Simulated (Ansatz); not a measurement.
**Field-gradient calculation of TiO$_{2}$ (part 1 of 2)**

The run: field-gradient calculation of TiO$_{2}$ (I4/m, 12 atoms in the cell). Method and program: DFT, r2SCAN, plane-wave PAW, default files, scalar-relativistic, no spin polarisation (Ansatz 0.2.0).

The structure derives from a Materials Project entry. It belongs to a series of runs on one base structure; here: functional r2SCAN. Figures and captions count atoms from 1; the log counts them from 0 in places.

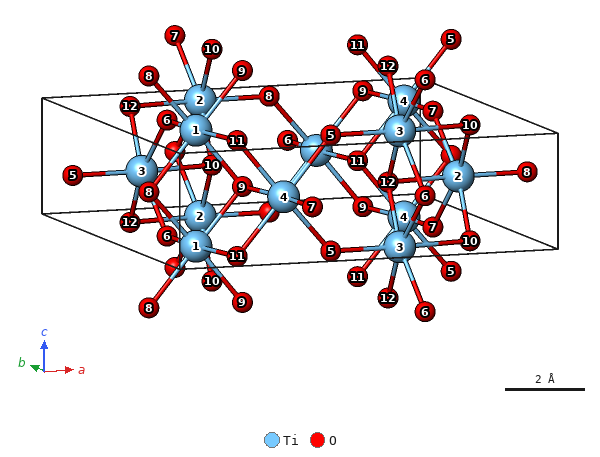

Figure 1. The input geometry (ball-and-stick view of the cell 2 times as large as that of the calculation, set on its symmetry axes, seen slightly off an axis; bonded neighbours outside the cell are drawn too; atoms are numbered from 1 in the order of the input). Near neighbours in the crystal (not all of them lie inside the picture): Ti has 6 O at 1.89 to 2.06 Å; O has 3 Ti at 1.89 to 2.06 Å.

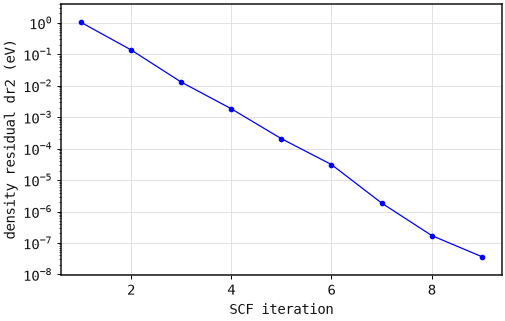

Figure 2. Convergence of the self-consistent field: density residual dr2 against the SCF iteration. The residual falls at every step.

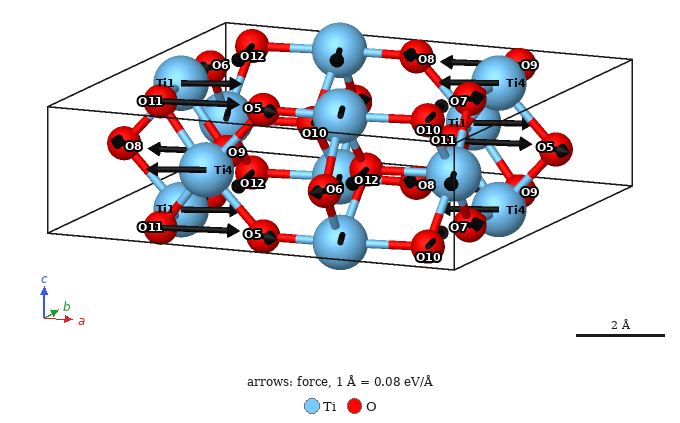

Figure 3. Forces on the atoms as black arrows (ball-and-stick view of the cell 2 times as large as that of the calculation, set on its symmetry axes, seen slightly off an axis; atoms are numbered from 1 in the order of the input). The largest act on O9, O10, O11, O12 (0.15 eV/Å); all 4 Ti atoms (0.11 eV/Å). The geometry is not a stationary point of this energy.

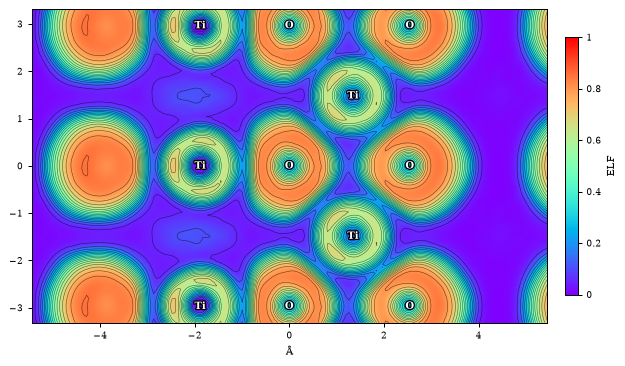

Figure 4. Electron localisation function on the (100) plane of the conventional cell. The plane passes through Ti and O nuclei. Ti–O (1.92 Å): the ELF is about 0.25 at the midpoint. Ti–O (2.01 Å): the ELF is about 0.20 at the midpoint. The strong features right at Ti lie inside the PAW spheres (semicore, d or f shells) and say nothing about bonding. Core electrons are frozen (PAW), so the fields are smoothed inside the atomic spheres.

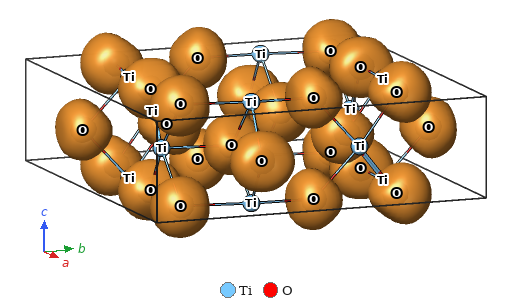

Figure 5. Isosurface of the ELF at 0.7 (orange), seen slightly off an axis. Core shells and regions of very low density are left out. Sticks mark near contacts. The outline is the cell set on symmetry axes. Values along the shortest contacts: Ti–O (1.89 Å): the ELF is about 0.25 at the midpoint. Ti–O (2.01 Å): the ELF is about 0.20 at the midpoint.

The input that produced these results follows, with the program's output.

**The input**
```yaml
crystal:
  lattice:
    - [-5.097444405, 5.097444405, 1.48372277]
    - [5.097444405, -5.097444405, 1.48372277]
    - [5.097444405, 5.097444405, -1.48372277]
  atoms:
    - { symbol: Ti, position: [0.64445292, 0.17258691, 0.81703983] }
    - { symbol: Ti, position: [0.17258691, 0.35554708, 0.52813399] }
    - { symbol: Ti, position: [0.82741309, 0.64445292, 0.47186601] }
    - { symbol: Ti, position: [0.35554708, 0.82741309, 0.18296017] }
    - { symbol: O, position: [0.83626247, 0.45898473, 0.2952472] }
    - { symbol: O, position: [0.45898473, 0.16373753, 0.62272226] }
    - { symbol: O, position: [0.54101527, 0.83626247, 0.37727774] }
    - { symbol: O, position: [0.16373753, 0.54101527, 0.7047528] }
    - { symbol: O, position: [0.15660689, 0.79096421, 0.9475711] }
    - { symbol: O, position: [0.79096421, 0.84339311, 0.63435732] }
    - { symbol: O, position: [0.84339311, 0.20903579, 0.0524289] }
    - { symbol: O, position: [0.20903579, 0.15660689, 0.36564268] }
kpoints:
  mp_grid: { grid: [8, 8, 8] }
scf:
  occupations: { method: fermi_dirac, width: 0.02 }
hamiltonian:
  xc: r2scan
  pseudopotentials: { kind: paw }
output:
  forces: true
  stress: true
  populations: true
  efg:
    quadrupole_moments_barn: { Ti: 0.247, O: -0.02558 }
    contact_densities: true
  write_density: true
  write_potential: true
  elf: true
  volumetric_format: npy
```

Run as:
```bash
ansatz run input.yaml --threads 1 --pin off --max-ram 2560MiB --backend cpu --events-out ev --progress --plain --runs-dir out
```

**Log**
```
basis.fft_grid_basis auto: the FFT boxes are laid along the combinations [[1, 1, 0], [0, 1, 0], [0, 0, 1]] of the cell's own vectors, 2.967, 7.360 and 7.360 Å long. The dense box has 24×54×54 points. Along the cell's own vectors, as sized, it would have 54×54×54, 2.25 times as many. Of the 8 symmetry operations that the crystal satisfies within crystal.symmetry.tolerance (time reversal apart; of a slab, those that keep its plane) the dense box along the cell's own vectors carries 8, and the one as laid loses 6 of those. basis.fft_grid_basis: typed keeps the cell's own vectors: state it where this run's energies or levels are differenced outside the engine with another run's, or held beside a run that keeps those vectors. Those combinations have planes normal to reciprocal vector 3, as the cell's own vectors have. Each planar average written beside output.write_density, output.write_potential has a row for each plane of the box: 54. The volumetric files lie along those combinations, not along the cell's own vectors: a cube or XSF file states them, and fields.json those of NumPy files.
Engine: ansatz 0.2.0, x86_64-unknown-linux-gnu
Pseudopotentials: kind: paw
Pseudopotential: Ti, paw, valence charge 12, recommended cutoff 500 eV (meta_gga), Ti.paw.azcp
Pseudopotential: O, paw, valence charge 6, recommended cutoff 500 eV (meta_gga), O.paw.azcp
Functional definition: r2SCAN
  parameter k0 = 0.174
  parameter k1 = 0.065
  parameter a1 = 4.9479
  exchange = r2scan_x(k0 = k0, k1 = k1, a1 = a1)
  correlation = r2scan_c
Crystal: 12 atoms, lattice volume = 154.212 Å³
Basis set: ecut = 500 eV, 3965 PW (Γ), FFT grids on a1+a2, a2, a3, exchange–correlation on 96×216×216 points (64 copies of the dense FFT grid, shifted against one another)
Bands: 60, of which v1, the nominal top of the filled ones, is band 48 counted from 1 (47 counted from 0)
Symmetry: 8 space group operations
Space group: I4/m (ITA 87), of the structure as read, at distance tolerance 5.4e-5 Å
k-points: 78 of 512
Non-local potential: Ti, projectors of the file, l = 0: 3, l = 1: 2, l = 2: 3, l = 3: 1
Non-local potential: O, projectors of the file, l = 0: 2, l = 1: 2, l = 2: 1
PAW form: soft (Blöchl's): semilocal exchange-correlation on the pseudo side does not see the compensation charge
PAW frozen core: Ti, regenerated for the run's functional (the file was generated under x = pbe(κ = 0.804, μ = 0.2195149727645171), c = pbe(β = 0.06672455060314922))
PAW frozen core: O, regenerated for the run's functional (the file was generated under x = pbe(κ = 0.804, μ = 0.2195149727645171), c = pbe(β = 0.06672455060314922))
PAW one-centre angular grid: Ti, 590 points (default); XC on 160 Gauss nodes
PAW one-centre angular grid: O, 302 points (default); XC on 160 Gauss nodes
Initial density: superposition of atomic densities (neutral atoms: chi_scale 0, normalization atom), corrected by the library's trained network
Initial wavefunctions: pseudopotential atomic-orbital guess
Functional: x = r2scan, c = r2scan; τ floored in thin density (d = 2e-4 eV/Å³)
SCF iter   1: F=—  HF=-14584.444597 eV  |F-HF|=—  |Δ(HF+E_count)|=         —  Δρ=2.40e-2  dr2=1.04e0  dr2_τ=7.68e-1  ethr=1.77e-3  ⟨swp⟩=6.1  Hψ=18239  notcnv=0
preconditioner: auto → Resta (q_TF=auto, 2.521 Å⁻¹)  ε∞=6.1  [insulator: Δε(μ)=3.456 eV  Ē_g=10.591 eV  σ=0.020 eV  W_gap=1.00  n_scr=32 (ndim 8)  ℏωp=23.9 eV  f_vac=0.197  D(μ)=0.00/eV (n_scr^D=0)  ε∞_Penn≈6.1  vacuum switching on, ρ_ref=8.1e-3 e/Å³]
SCF iter   2: F=—  HF=-14584.549951 eV  |F-HF|=—  |Δ(HF+E_count)|=   1.05e-1  Δρ=1.27e-2  dr2=1.38e-1  dr2_τ=6.33e-2  ethr=1.09e-3  ⟨swp⟩=3.1  Hψ=9601  notcnv=0  defer=469
SCF iter   3: F=—  HF=-14584.531435 eV  |F-HF|=—  |Δ(HF+E_count)|=   1.85e-2  Δρ=3.89e-3  dr2=1.31e-2  dr2_τ=1.20e-3  ethr=1.44e-4  ⟨swp⟩=2.0  Hψ=7034  notcnv=0  defer=469
SCF iter   4: F=—  HF=-14584.532117 eV  |F-HF|=—  |Δ(HF+E_count)|=   6.82e-4  Δρ=1.28e-3  dr2=1.85e-3  dr2_τ=3.10e-4  ethr=1.37e-5  ⟨swp⟩=2.0  Hψ=6549  notcnv=0  defer=469
SCF iter   5: F=—  HF=-14584.532092 eV  |F-HF|=—  |Δ(HF+E_count)|=   2.56e-5  Δρ=4.19e-4  dr2=2.07e-4  dr2_τ=4.11e-5  ethr=1.92e-6  ⟨swp⟩=2.0  Hψ=6777  notcnv=0  defer=469
SCF iter   6: F=—  HF=-14584.532085 eV  |F-HF|=—  |Δ(HF+E_count)|=   6.43e-6  Δρ=1.24e-4  dr2=3.11e-5  dr2_τ=1.95e-6  ethr=2.15e-7  ⟨swp⟩=2.0  Hψ=6394  notcnv=0  defer=469
SCF iter   7: F=—  HF=-14584.532318 eV  |F-HF|=—  |Δ(HF+E_count)|=   2.32e-4  Δρ=3.09e-5  dr2=1.86e-6  dr2_τ=9.22e-8  ethr=3.24e-8  ⟨swp⟩=2.0  Hψ=6672  notcnv=0  defer=469
SCF iter   8: F=—  HF=-14584.532318 eV  |F-HF|=—  |Δ(HF+E_count)|=   7.83e-7  Δρ=8.09e-6  dr2=1.72e-7  dr2_τ=8.51e-9  ethr=1.94e-9  ⟨swp⟩=2.0  Hψ=6441  notcnv=0  defer=469
SCF iter   9: F=-14584.532318 eV  HF=-14584.532318 eV  |F-HF|=9.96e-9  |Δ(HF+E_count)|=   1.14e-7  Δρ=3.55e-6  dr2=3.66e-8  dr2_τ=1.04e-9  ethr=1.04e-10  ⟨swp⟩=16.1  Hψ=34860  notcnv=0
SCF 1 converged in 9 iterations: F = -14584.532318 eV  dr2 = 3.66e-8
  greatest PAW one-centre occupation: 0.999 electrons in one spin orbital (limit 2), on the Ti atom at site 3 (counted from 0), in its partial waves of l = 0
WARN: The input density's exchange-correlation potential varies sharply where the density is thin. Do not read a vacuum level from v_tot or v_xc, or from such a field of the output density. On a cell that repeats whose density bears no net charge and no dipole along the vacuum's axis use v_es (v_loc + v_h of the components); under efield.dipole_correction with no amplitude use v_es + v_field, which holds any external_charges[].barrier, or the levels of the report's work_function block, which leave it out; under a non-zero efield.amplitude the vacuum is tilted and has no level; on a cell that repeats and bears such a dipole with no correction it is tilted too, and efield.dipole_correction with no amplitude gives each side of its ramp a level where efield: is served; in a cell that repeats whose density bears a net charge (total_charge, or a fill off its count) it is curved and has none; of a slab under crystal.periodic whose density bears no net charge use v_es, which has a level on each side, short of where the two are joined; of another it falls or rises all the way out and has none; of a slab beside external_charges read slab_vacuum_level instead, which it has where they leave it neutral. The grid or the basis barely resolves most such structure, and the values can differ between equally converged runs; as a rule a tighter scf.convergence.dr2_threshold does not remove it. Where the density itself ripples (under the LDA too) a higher basis.ecutwfc lessens it. The files hold the spikes' plane waves up to the density's cutoff. Files: v_tot and the like, and their columns of v_z.tsv (output.write_potential); v_xc and the like, and their columns of v_comp_z.tsv (output.write_potential_components); where files of the output density stand in their place, no point of their own thin density is over the threshold below, and this is of outcome.potential() and, of a run that writes arrays (npy), the arrays of these names. Measured: with its Gaussian average of σ = 0.25 Å subtracted twice, the exchange-correlation potential is over 0.1 eV at 267 of the grid points where the equally averaged density (valence and model cores) is under 1e-3 e/Å³, and 4.14 eV at the most among them, at an averaged density of 5.6e-4 e/Å³. See output.write_potential in the manual, Limitations
SCF converged after 9 iterations
Free energy (F): -14584.532318 eV
Harris-Foulkes:  -14584.532318 eV  (|F-HF|=9.96e-9)
Internal energy: -14584.532318 eV  (E = F + TS)
E sigma→0 (E₀):  -14584.532318 eV
Fermi energy:    6.550364 eV
--- Per-component energies (eV) ---
  E_band       = -1187.715589
  E_kinetic    = 2500.793351
  E_local      = -10140.491996  (includes V_loc(G=0)·N_el)
  E_nonlocal   = 384.500908
  E_hartree    = 4178.974943
  E_xc         = -964.917939
  E_vxc        = -1386.453461  (∫ρ·V_xc dr)
  E_paw        = -5494.797307  (= ΣΔE_a)
  E_vpaw       = -996.248817  (= ΣTr[D̂ρ^β])
  E_aug_tail   = 0.008459  (compensation charges beyond the density's cutoff)
  E_vtau       = 92.213072  (kinetic-family band-sum trace: ∫τ·v_τ [+ j·A + Jᵃ·Aᵃ] dr)
  E_ewald      = -5047.333381
  E_core_change = -1.269356  (= ΣΔE_core)
  E_smearing   = -0.000000  (= −TS)
  E_closure    = 0.000000  (closes the sum)
  Σ components = -14584.532318   (vs F -14584.532318, Δ=0.00e0)
```
